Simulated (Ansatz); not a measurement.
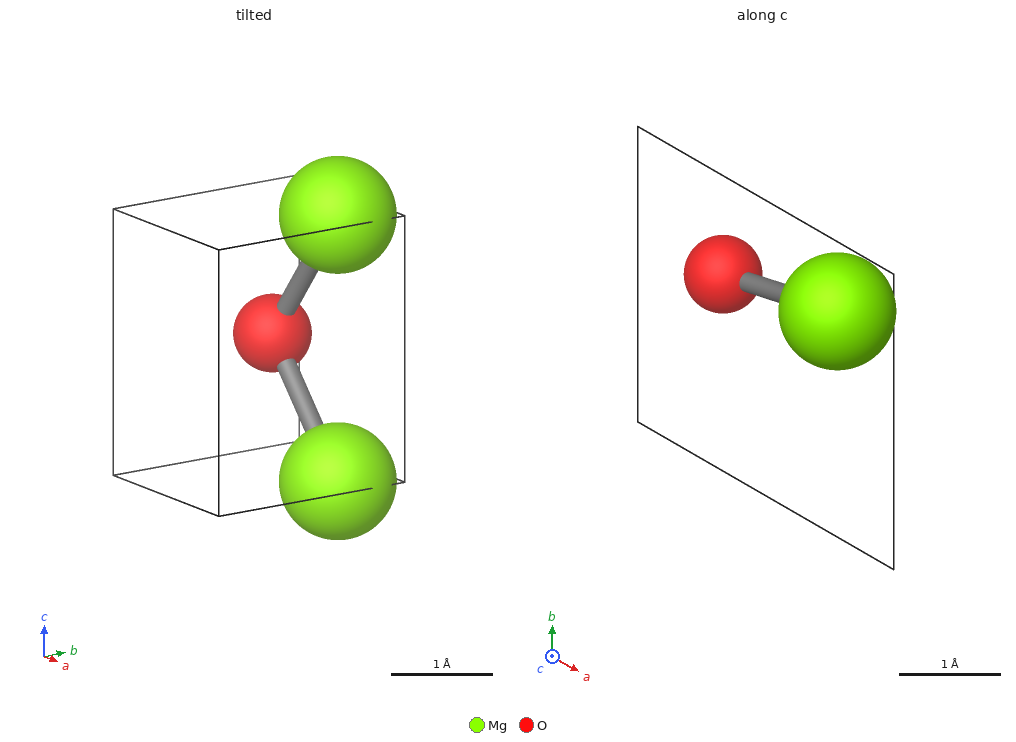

We look at a ball-and-stick model of the crystal slightly off an axis and along the c axis. The edges of the simulation cell are marked.

Input deck:
```yaml
crystal:
  lattice:
    - [2.9380209034, 0.0, 0.0]
    - [-1.4690104517, 2.5444007392, 0.0]
    - [0.0, 0.0, 2.67968]
  atoms:
    - { symbol: Mg, position: [-0.220015508, -0.2358119107, 0.0] }
    - { symbol: O, position: [0.3333333333, 0.6666666667, 0.5] }
basis:
  ecutwfc: 420
kpoints:
  mp_grid: { grid: [9, 9, 8] }
hamiltonian:
  xc: pbe
scf:
  occupations: { method: gaussian, width: 0.05 }
output:
  forces: true
  stress: true
  eigenvalues: true
```
Run as:
```sh
ansatz run input.yaml --threads 1 --pin off --max-ram 1228MiB --backend cpu --events-out ev --progress --plain --runs-dir out
```

Electronic-structure method: DFT PBE, scalar-relativistic, plane waves, PAW in Ansatz 0.2.0. Parameters: a plane-wave cutoff of 420 eV, k-grid 9×9×8, Gaussian smearing of 0.05 eV, no spin polarisation.

Is the electronic structure metallic or gapped?

A semiconductor at this level, with a gap of 2.42 eV on the k-mesh (the true edges may lie between mesh points, so the gap can be somewhat smaller).

What is the pressure at this volume?

The computed pressure is 24.3 GPa (compressed: it would expand). The stress isn't hydrostatic: its largest component is 38.4 GPa.

Starting structure: a structure listed in the Materials Project. The cell was then strained or its atoms displaced on purpose. A calculation with Ansatz used it as input.

At this level of theory the cell isn't at rest (compressed, at 24 GPa and forces up to 3.7 eV/Å), so its distances can differ from those at equilibrium, the more so the softer the solid.
